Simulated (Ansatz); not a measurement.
The Ansatz input:

```
crystal:
  lattice:
    - [5.2170042374, 0.0, 0.0]
    - [-2.6085021187, 4.5180582012, 0.0]
    - [0.0, 0.0, 6.2379148005]
  atoms:
    - { symbol: Pb, position: [0.3333333333, 0.6666666667, -0.0620209164] }
    - { symbol: Pb, position: [0.6666666667, 0.3333333333, 0.4379790836] }
    - { symbol: Se, position: [0.3333333333, 0.6666666667, 0.4380209164] }
    - { symbol: Se, position: [0.6666666667, 0.3333333333, 0.9380209164] }
kpoints:
  mp_grid: { grid: [8, 8, 5] }
  band_path:
    path:
      - [0.0, 0.0, 0.0]
      - [0.5, 0.0, 0.0]
      - [0.3333333333, 0.3333333333, 0.0]
      - [0.0, 0.0, 0.0]
      - [0.0, 0.0, 0.5]
      - [0.5, 0.0, 0.5]
      - [0.3333333333, 0.3333333333, 0.5]
      - [0.0, 0.0, 0.5]
      - [0.5, 0.0, 0.5]
    npoints: 8
scf:
  occupations: { method: fermi_dirac, width: 0.08 }
hamiltonian:
  xc: pbe
  pseudopotentials: { kind: paw }
output:
  forces: true
  stress: true
  eigenvalues: true
  efg: { contact_densities: true }
  populations: true
  bader: true
  dos: { projected: true, de: 0.2, e_range: [-14, 8] }
```

What does the calculation give for the electronic structure? The path is Γ–M–K–Γ–A–L–H–A–L.

A semiconductor. The gap along this path is 1.19 eV and direct: both edges lie at H. Two bands meet at the valence-band top at H: it is doubly degenerate (spin aside). The direct gaps are 3.37 eV at A, 1.19 eV at H and 3.39 eV at Γ.

Spin-orbit coupling is left out, which matters for Pb.

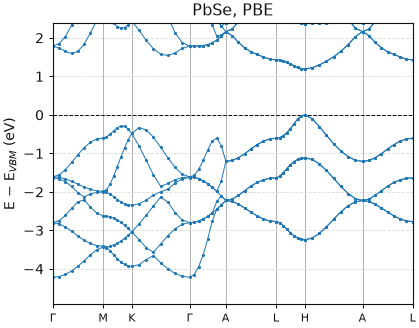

Band structure. Energies are counted from the top of the valence band. The path runs straight from each named point to the next.
